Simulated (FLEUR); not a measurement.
**A series of single points on MnS**

System: MnS (Fm-3m, 2 atoms in the cell).
Method: Kohn-Sham DFT of a periodic cell, PBEsol, all-electron, spin-polarised (FLEUR MaX-R8.1 (later development tree)).

The 5 runs differ only in the geometry, by an even scaling of the cell at fixed fractional positions. The structure derives from an entry of the Crystallography Open Database.

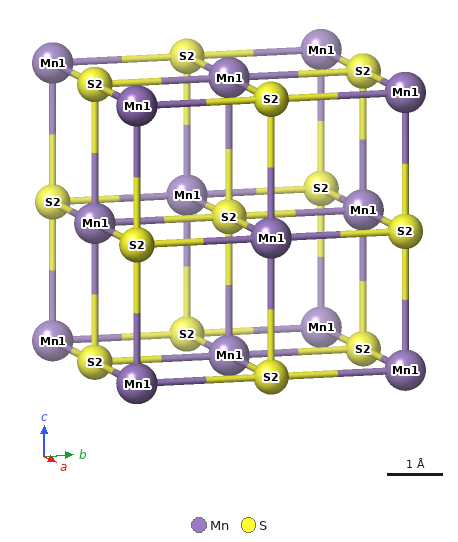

Figure 1. The structure of run 3 (ball-and-stick view of the cell 4 times as large as that of the calculation, set on its symmetry axes, seen slightly off an axis; atoms are numbered from 1 in the order of the input).

### Input of run 3
```
<?xml version="1.0" encoding="UTF-8" standalone="no"?>
<fleurInput fleurInputVersion="0.39">
   <comment>
      MnS                                                                                                 
   </comment>
   <calculationSetup>
      <cutoffs Kmax="4.73" Gmax="14.7" GmaxXC="14.7" numbands="0"/>
      <scfLoop itmax="60" minDistance="0.00001" maxIterBroyd="15" imix="Anderson" alpha="0.05" precondParam="0.0" spinf="2.0" sdNocoIR="T"/>
      <coreElectrons ctail="T" frcor="F" kcrel="0" coretail_lmax="0"/>
      <xcFunctional name="PBEs" relativisticCorrections="F"/>
      <magnetism jspins="2"/>
      <soc l_soc="F" theta="0.0" phi="0.0" spav="F"/>
      <expertModes spex="0" secvar="F"/>
      <geometryOptimization l_f="F" forcealpha="1.0" forcemix="BFGS" epsdisp="0.00001" epsforce="0.00001"/>
      <ldaU l_linMix="F" mixParam="0.05" spinf="1.0"/>
   </calculationSetup>
   <cell>
      <bzIntegration valenceElectrons="21.0" mode="hist" fermiSmearingEnergy="0.00183747">
         <kPointListSelection listName="default-1"/>
         <!-- k-points included here -->
         <xi:include xmlns:xi="http://www.w3.org/2001/XInclude" href="kpts.xml"> </xi:include>
      </bzIntegration>
      <!-- symmetry operations included here -->
      <xi:include xmlns:xi="http://www.w3.org/2001/XInclude" href="sym.xml"> </xi:include>
      <bulkLattice scale="1.0000000000">
         <bravaisMatrix>
            <row-1>    0.0000000000000000     4.9217916915206992     4.9217916915206992</row-1>
            <row-2>    4.9217916915206992     0.0000000000000000     4.9217916915206992</row-2>
            <row-3>    4.9217916915206992     4.9217916915206992     0.0000000000000000</row-3>
         </bravaisMatrix>
      </bulkLattice>
   </cell>
   <atomSpecies>
      <species name="Manganese 4.000" element="Mn" atomicNumber="25">
         <mtSphere radius="2.35" gridPoints="801" logIncrement="0.015"/>
         <atomicCutoffs lmax="10" lnonsphr="8"/>
         <electronConfig flipSpins="F">
            <coreConfig>(1s1/2) (2s1/2) (2p1/2) (2p3/2)</coreConfig>
            <valenceConfig>(3s1/2) (3p1/2) (3p3/2) (4s1/2) (3d3/2) (3d5/2)</valenceConfig>
            <stateOccupation state="(3d3/2)" spinUp="1.5" spinDown="0.5"/>
            <stateOccupation state="(3d5/2)" spinUp="3.0" spinDown="0.0"/>
         </electronConfig>
         <energyParameters s="4" p="4" d="3" f="4"/>
         <lo type="SCLO" l="0" n="3" eDeriv="0"/>
         <lo type="SCLO" l="1" n="3" eDeriv="0"/>
         <lo type="SCLO" l="1" n="3" eDeriv="1"/>
         <lo type="SCLO" l="2" n="3" eDeriv="2"/>
         <lo type="SCLO" l="3" n="4" eDeriv="2"/>
      </species>
      <species name="Sulfur (S)" element="S" atomicNumber="16">
         <mtSphere radius="2.07" gridPoints="707" logIncrement="0.016"/>
         <atomicCutoffs lmax="9" lnonsphr="7"/>
         <electronConfig flipSpins="F">
            <coreConfig>(1s1/2) (2s1/2) (2p1/2) (2p3/2)</coreConfig>
            <valenceConfig>(3s1/2) (3p1/2) (3p3/2)</valenceConfig>
            <stateOccupation state="(3p1/2)" spinUp="0.666667" spinDown="0.666667"/>
            <stateOccupation state="(3p3/2)" spinUp="1.333333" spinDown="1.333333"/>
         </electronConfig>
         <energyParameters s="3" p="3" d="3" f="4"/>
         <lo type="SCLO" l="0" n="3" eDeriv="2"/>
         <lo type="SCLO" l="1" n="3" eDeriv="2"/>
         <lo type="SCLO" l="2" n="3" eDeriv="2"/>
         <lo type="SCLO" l="3" n="4" eDeriv="2"/>
      </species>
   </atomSpecies>
   <atomGroups>
      <atomGroup species="Manganese 4.000">
         <relPos label="                   1">.0000000000 .0000000000 .0000000000</relPos>
         <force calculate="T" relaxXYZ="TTT"/>
      </atomGroup>
      <atomGroup species="Sulfur (S)">
         <relPos label="                   2">1.000/2.000 1.000/2.000 1.000/2.000</relPos>
         <force calculate="T" relaxXYZ="TTT"/>
      </atomGroup>
   </atomGroups>
   <output dos="F" band="F" slice="F">
      <checks vchk="F" cdinf="F"/>
      <bandDOS minEnergy="-.5*Htr" maxEnergy="0.5*Htr" sigma="0.015" storeEVData="T"/>
      <vacuumDOS vacdos="F" integ="F" star="F" nstars="0" locx1="0.0" locy1="0.0" locx2="0.0" locy2="0.0" nstm="0" tworkf="0.0"/>
      <unfoldingBand unfoldBand="F" supercellX="1" supercellY="1" supercellZ="1"/>
      <plotting iplot="0" polar="F">
         <plot TwoD="T" vec1="  1.0  0.0  0.0" vec2="  0.0  1.0  0.0" vec3="  0.0  0.0  1.0" zero="  0.0  0.0  0.0" file="plot"/>
      </plotting>
      <chargeDensitySlicing numkpt="0" minEigenval="0.0" maxEigenval="0.0" nnne="0" pallst="F"/>
      <specialOutput eonly="F"/>
      <moessbauerParams electricFieldGradient="T" isomerShift="T" coreHyperfine="T" valenceHyperfine="T"/>
      <magneticCircularDichroism mcd="F" energyLo="-10.0" energyUp="0.0"/>
   </output>
  <!-- We include the file relax.xml here to enable relaxations (see documentation) -->
  <xi:include xmlns:xi="http://www.w3.org/2001/XInclude" href="relax.xml"> <xi:fallback/> </xi:include>
</fleurInput>
```

Command:
```bash
inpgen -f crystal.txt -profile fastHighL; fleur_MPI
```

Lattice vectors (Å) and fractional positions of run 3:
```
   0.000000    2.604500    2.604500
   2.604500    0.000000    2.604500
   2.604500    2.604500    0.000000
Mn  0.000000  0.000000  0.000000
S   0.500000  0.500000  0.500000
```

Run 4 has the same physical settings and fractional positions; its lattice vectors (Å) are:
```
   0.000000    2.638774    2.638774
   2.638774    0.000000    2.638774
   2.638774    2.638774    0.000000
```

### Results, with one run withheld

```csv
run,volume per atom (Å³),"free energy per atom, from the lowest run given (meV)"
1,16.607,0.00
2,16.961,11.32
3,17.667,39.49
4,18.374,?
5,18.727,95.11
```

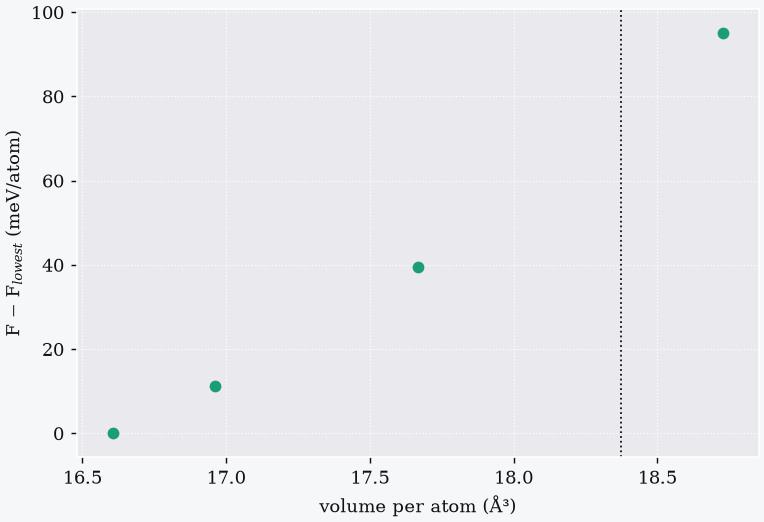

Figure 2. Free energy per atom of the runs given; the dotted line marks run 4.

Fit the runs given and predict run 4.

A quadratic polynomial in V^(−2/3) (the Birch–Murnaghan form), fitted to the 4 runs given, misses them by at most 0.17 meV per atom. With x = V^(−2/3) − 0.14858 Å⁻², it reads F = 30.474 − 7519.6 x + 2.9747e+05 x² (meV per atom). At run 4 it gives 75.15 meV per atom, and the run itself gives 74.98. The fit has no minimum inside this range.

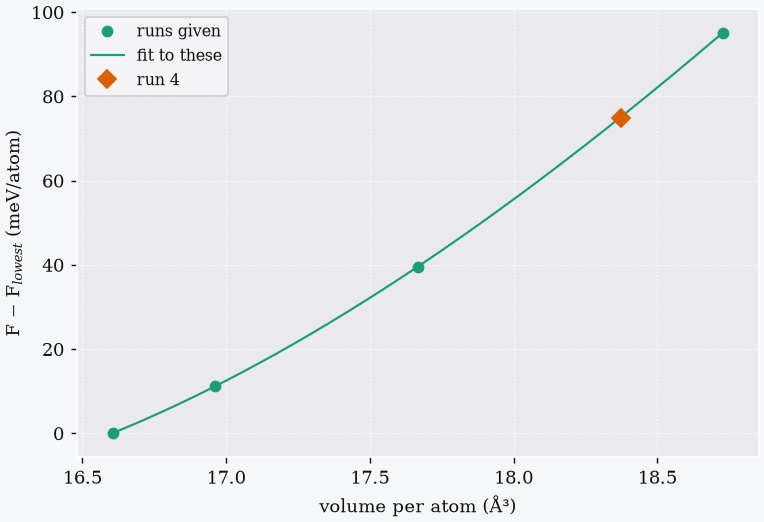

Figure 3. The fit and the withheld run.

### Output (run 4)
```
Welcome to FLEUR        (www.flapw.de)
      MaX-Release 8.1          (www.max-centre.eu)

 ========== k-point set info ==========
 Selected k-point list: default-1
 k-point list type: mesh
 9 x 9 x 9
 Number of k points: 35

 ------------Calculation Setup---------------------------
 Number of MPI-tasks      :            1
 Number of PE/node        :            1
 Number of OMP-threads    :            1
 Most efficient MPI parallelization for:
           1           5           7          35
 Additional eigenvalue parallelization possible
 Number of basis functions:          529
 Approximate size of matrices (H+S) per k-point:         0.004 GB
 --------------------------------------------------------

 Iteration:     1   Distance:       9.52885273 me/bohr^3

 Iteration:     2   Distance:       9.02925740 me/bohr^3

 Iteration:     3   Distance:       3.22565089 me/bohr^3

 Iteration:     4   Distance:       1.58148302 me/bohr^3

 Iteration:     5   Distance:       1.67864042 me/bohr^3

 Iteration:     6   Distance:       0.63568349 me/bohr^3

 Iteration:     7   Distance:       0.73304182 me/bohr^3

 Iteration:     8   Distance:       0.15436764 me/bohr^3

 Iteration:     9   Distance:       0.13551284 me/bohr^3

 Iteration:    10   Distance:       0.01095990 me/bohr^3

 Iteration:    11   Distance:       0.01075683 me/bohr^3

 Iteration:    12   Distance:       0.00093845 me/bohr^3

 Iteration:    13   Distance:       0.00191685 me/bohr^3

 Iteration:    14   Distance:       0.00065190 me/bohr^3

 Iteration:    15   Distance:       0.00002685 me/bohr^3

 Iteration:    16   Distance:       0.00002561 me/bohr^3

 Iteration:    17   Distance:       0.00001771 me/bohr^3

 Iteration:    18   Distance:       0.00000694 me/bohr^3

 ********************************************************************
 Run finished successfully
 Stop message:
   all done
 ********************************************************************
```
